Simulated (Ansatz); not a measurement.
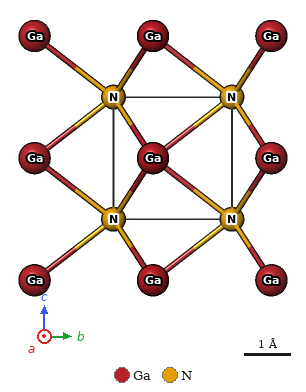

Solid GaN (a generated structure, set up in P-6m2), before the relaxation. A ball-and-stick model of the cell of the calculation, seen along the a axis.

Level of theory: Ansatz 0.2.0, DFT PBE, scalar-relativistic, plane waves, PAW.

Input
```yaml
crystal:
  lattice:
    - [2.9956605046, 0.0, 0.0]
    - [-1.4978302523, 2.5943180981, 0.0]
    - [0.0, 0.0, 2.675732874]
  atoms:
    - { symbol: Ga, position: [0.6666666667, 0.3333333333, 0.5] }
    - { symbol: "N", position: [0.0, 0.0, 0.0] }
basis:
  ecutwfc: 420
kpoints:
  mp_grid: { grid: [24, 24, 20] }
hamiltonian:
  xc: pbe
scf:
  occupations: { method: gaussian, width: 0.1 }
output:
  forces: true
  stress: true
  eigenvalues: true
relax:
  adjacent_minimum: "off"
  f_tol: 0.01
  max_steps: 80
  cell: { stress_tol: 0.05 }
```

Run as
```bash
ansatz run input.yaml --threads 1 --pin off --max-ram 2048MiB --backend cpu --events-out ev --progress --plain --runs-dir out
```

Question: Predict the outcome.

Answer: The atoms keep their places relative to the cell (all moves are under 0.005 Å). Cell: a = b 2.996 → 2.981 Å (−0.5 %), c 2.676 → 2.683 Å (+0.3 %). Volume −0.7 %. Near-neighbour distances that change, for instance: Ga1–N2 2.187 → 2.182 Å. The space group stays P-6m2 (No. 187). Over 4 accepted moves (5 points after the start) the energy falls by 1.8 meV per cell of the calculation. All forces vanish by symmetry, so only the cell relaxes. Pressure: −0.93 GPa at the start and −0.03 GPa at the end. The SCF was repeated once at an unchanged geometry on a basis and grid sized afresh for the cell, which shifted the energy by 0.5 meV per cell of the calculation at most. Cost: 2.7 min on 1 thread of Intel(R) Xeon(R) Platinum 8488C (Sapphire Rapids), with other jobs on the host, peak memory 0.6 GiB.

The structure at the end:

```
Ga N
1.0
     2.98064    0.00000    0.00000
    -1.49032    2.58131    0.00000
     0.00000    0.00000    2.68337
Ga N
1 1
Direct
  0.66667 0.33333 0.50000
  0.00000 0.00000 0.00000
```
